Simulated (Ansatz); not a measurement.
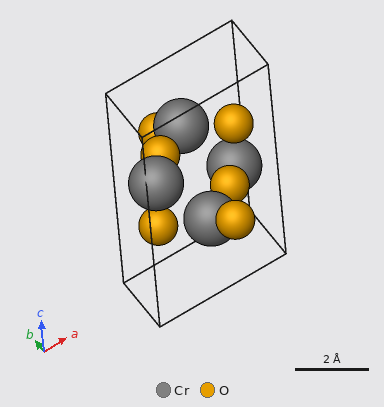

The image is a spheres-only drawing of a crystal, viewed slightly off an axis. The cell (the run's own, in a reduced setting) is drawn as a box.

```cif
data_structure
_symmetry_space_group_name_H-M 'P 1'
_symmetry_Int_Tables_number 1
_cell_length_a 4.8573
_cell_length_b 4.8883
_cell_length_c 5.3281
_cell_angle_alpha 62.993
_cell_angle_beta 63.018
_cell_angle_gamma 60.287
_cell_volume 93.52
loop_
_atom_site_label
_atom_site_type_symbol
_atom_site_fract_x
_atom_site_fract_y
_atom_site_fract_z
_atom_site_occupancy
Cr1 Cr 0.09942 0.10712 0.69544 1
Cr2 Cr 0.39941 0.40102 0.81334 1
Cr3 Cr 0.89127 0.89826 0.29906 1
Cr4 Cr 0.61001 0.60875 0.19462 1
O1 O 0.25350 0.80177 0.24973 1
O2 O 0.79340 0.68980 0.28341 1
O3 O 0.69934 0.23336 0.24142 1
O4 O 0.75018 0.20917 0.73544 1
O5 O 0.19387 0.28370 0.76641 1
O6 O 0.30492 0.74510 0.73787 1
```

Results below were computed with Ansatz, DFT, PAW plane waves, r2SCAN; the settings were plane-wave cutoff 500 eV, k-points about 0.31 Å⁻¹ apart, Gaussian smearing of 0.028 eV, collinear spins.

### Describe the magnetic solution.

In the lowest state found: ferrimagnetic (within this cell). Site moments: 1 Cr +0.5 μB and 1 Cr −0.3 μB. The net spin moment of the whole cell is 0.4 μB.

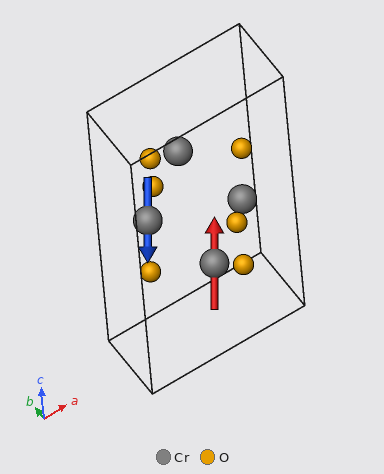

Arrows are the site magnetic moments above 0.25 μB (those induced on non-metal atoms are left out); longer means larger, and red and blue are up and down (without spin-orbit coupling the axis itself is arbitrary).

What is drawn is a known structure type with the cell strained and the atoms shaken on purpose; it hasn't been relaxed. An electronic-structure calculation with Ansatz was run on it.

At this level of theory the cell isn't at rest (compressed, at 194 GPa and forces up to 12.1 eV/Å), so its distances can differ from those at equilibrium, the more so the softer the solid, and its magnetic state may change on relaxation.
